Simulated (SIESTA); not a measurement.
**Energy of WSi$_{2}$ along an even scaling of the cell**

System: WSi$_{2}$ (I4/mmm, 3 atoms in the cell).
Method: Kohn-Sham DFT of a periodic cell, PBEsol, PseudoDojo 0.4 standard, converted to PSML, no spin polarisation (SIESTA 5.4.2).

The 7 runs differ only in the geometry, by an even scaling of the cell at fixed fractional positions. The structure derives from an entry of the Crystallography Open Database.

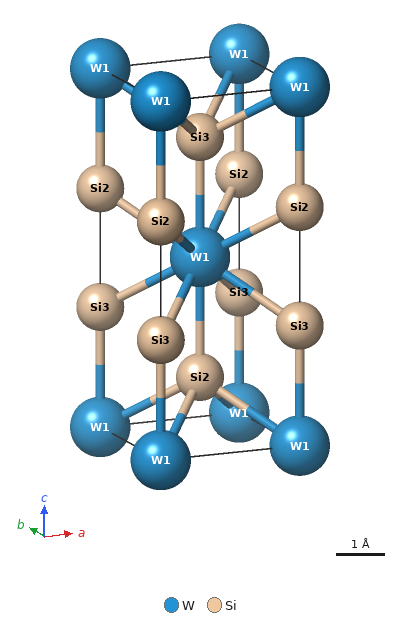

Figure 1. The structure of run 4 (ball-and-stick view of the cell 2 times as large as that of the calculation, set on its symmetry axes, seen slightly off an axis; atoms are numbered from 1 in the order of the input). An atom can appear more than once, as a periodic image.

## Input of run 4
```
SystemName                      Si2W
SystemLabel                     Si2W
NumberOfSpecies                 2
NumberOfAtoms                   3
%block ChemicalSpeciesLabel
  1  74 W
  2  14 Si
%endblock ChemicalSpeciesLabel

LatticeConstant                 1.0 Ang
%block LatticeVectors
    -1.6069000000     1.6069000000     3.9149500000
     1.6069000000    -1.6069000000     3.9149500000
     1.6069000000     1.6069000000    -3.9149500000
%endblock LatticeVectors
AtomicCoordinatesFormat         Fractional
%block AtomicCoordinatesAndAtomicSpecies
     0.0000000000     0.0000000000     0.0000000000  1  W
     0.6653000000     0.6653000000     0.0000000000  2  Si
     0.3347000000     0.3347000000     0.0000000000  2  Si
%endblock AtomicCoordinatesAndAtomicSpecies

%block kgrid.MonkhorstPack
   12   0   0  0.0
    0  12   0  0.0
    0   0  12  0.0
%endblock kgrid.MonkhorstPack
XC.Functional                   GGA
XC.Authors                      PBEsol
PAO.BasisSize                   DZP
PAO.EnergyShift                 0.003 Ry
Mesh.Cutoff                     800 Ry
OccupationFunction              FD
ElectronicTemperature           0.05 eV
MaxSCFIterations                120
SCF.MustConverge                false
SCF.Mixer.Method                Pulay
SCF.Mixer.Weight                0.25
SCF.Mixer.History               8
SCF.DM.Tolerance                5.0e-05
SCF.H.Tolerance                 1.0e-03 eV
WriteForces                     true
Charge.Mulliken                 end
%block PAO.Basis
  W 5
  n=5 0 2
    3.045 0.000
  n=6 0 2
    7.595 0.000
  n=5 1 2
    3.655 0.000
  n=6 1 1
    7.595
  n=5 2 2
    6.615 0.000
%endblock PAO.Basis
```

Command:
```bash
siesta < Si2W.fdf > Si2W.out 2>&1
```

Lattice vectors (Å) and fractional positions of run 4:
```
  -1.606900    1.606900    3.914950
   1.606900   -1.606900    3.914950
   1.606900    1.606900   -3.914950
W   0.000000  0.000000  0.000000
Si  0.665300  0.665300 -0.000000
Si  0.334700  0.334700  0.000000
```

Run 2 differs from it as follows:
```diff
-    -1.6069000000     1.6069000000     3.9149500000
-     1.6069000000    -1.6069000000     3.9149500000
-     1.6069000000     1.6069000000    -3.9149500000
+    -1.5851824729     1.5851824729     3.8620387842
+     1.5851824729    -1.5851824729     3.8620387842
+     1.5851824729     1.5851824729    -3.8620387842
```

## Results, with one run withheld

```tsv
run	volume per atom (Å³)	free energy per atom, from the lowest run given (meV)	pressure (GPa)
1	12.670	34.54	15.32
2	12.939	?	?
3	13.209	2.70	4.05
4	13.479	0.00	−0.72
5	13.748	4.91	−5.03
6	14.018	16.72	−8.90
7	14.287	34.69	−12.37
```

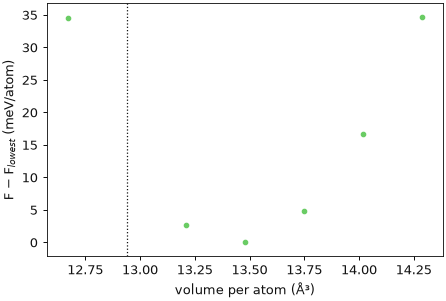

Figure 2. Free energy per atom of the runs given; the dotted line marks run 2.

What should run 2 give?

A cubic polynomial in V^(−2/3) (the Birch–Murnaghan form), fitted to the 6 runs given, misses them by at most 0.01 meV per atom. With x = V^(−2/3) − 0.17594 Å⁻², it reads F = 0.5878 − 1389.6 x + 6.9138e+05 x² + 4.7036e+05 x³ (meV per atom). At run 2 it gives 13.94 meV per atom, and the run itself gives 13.89. The slope of the fit gives a pressure −dF/dV of 9.37 GPa there, and the run prints 9.37 GPa. The fit has its minimum at 13.435 Å³ per atom, where V d²F/dV² gives 230 GPa. Cell shape and fractional positions are held, so this is the stiffness under even scaling; the relaxed bulk modulus wasn't computed.

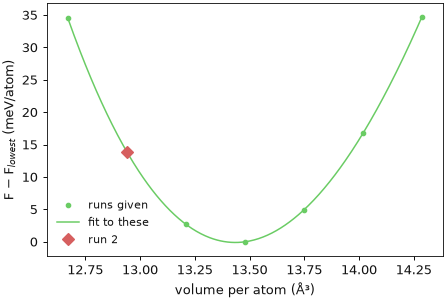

Figure 3. The fit and the withheld run.

## Some lines of the output (run 2)
```
[...]
outcell: Cell volume (Ang**3)        :     38.8182
stepf: Fermi-Dirac step function
siesta: Etot    =     -2292.825460
siesta: FreeEng =     -2292.827323
        iscf     Eharris(eV)        E_KS(eV)     FreeEng(eV)     dDmax    Ef(eV) dHmax(eV)
siesta: E_KS(eV) =            -2294.4441
siesta: E_KS - E_eggbox =     -2294.4441
siesta: Etot    =     -2294.444137
siesta: FreeEng =     -2294.446008
siesta:         Fermi =      -5.518954
siesta: Cell volume =         38.818178 Ang**3
    Orbital volume contribution        =           3.417514 eV
```

Notes: Points of doubt noted for this run: mulliken charges of long orbitals. Spin–orbit coupling is left out, which matters for W. With a small basis of atomic orbitals these values can differ much from converged plane-wave results.
